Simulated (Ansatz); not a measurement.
System: BeH2.

```xyz
12
Lattice="4.0402 0.0000 0.0000 0.0000 4.0402 0.0000 0.0000 0.0000 6.0718" Properties=species:S:1:pos:R:3 pbc="T T T"
Be    0.0000    2.0201    1.5179
Be    2.0201    0.0000    4.5538
Be    0.0000    0.0000    0.0000
Be    2.0201    2.0201    3.0359
H     1.0100    0.6707    5.3128
H     3.0301    2.6908    2.2769
H     3.3695    1.0100    0.7590
H     1.3494    3.0301    3.7949
H     0.6707    3.0301    0.7590
H     2.6908    1.0100    3.7949
H     1.0100    1.3494    2.2769
H     3.0301    3.3695    5.3128
```

Space group I-42d; a structure generated by program, which may or may not match a known phase; computed pressure about −2 GPa in this cell.

Method: DFT LDA, scalar-relativistic, plane waves, PAW (Ansatz 0.2.0).

What will maps of the valence pseudo-density and electron localisation function show?

Be–H (1.43 Å): ρ at the midpoint is about 0.46 e/Å³; the ELF is about 1 at the midpoint.
Bader's partition of the density gives Be +1.58 and H −0.79 e.

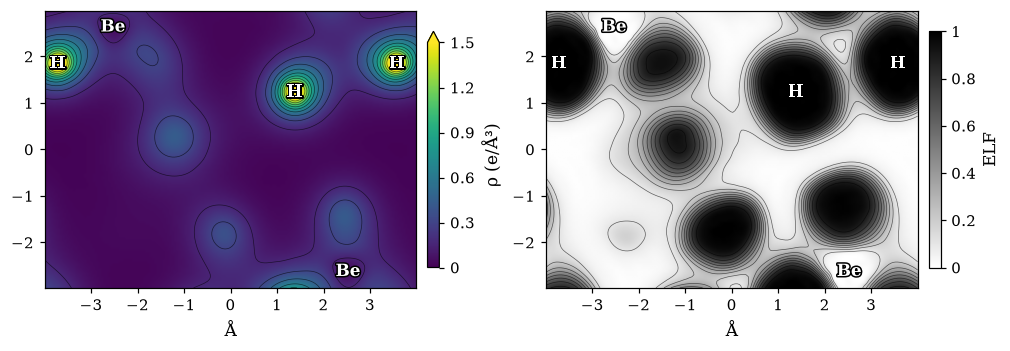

Computed valence pseudo-density and electron localisation function on the (111) plane of the conventional cell, in this order. Atoms just off the plane (Be, 0.6 Å away and H, 0.5 Å away) can leave unmarked features too.

In a PAW calculation such maps are meaningful between the atoms, not at the nuclei.
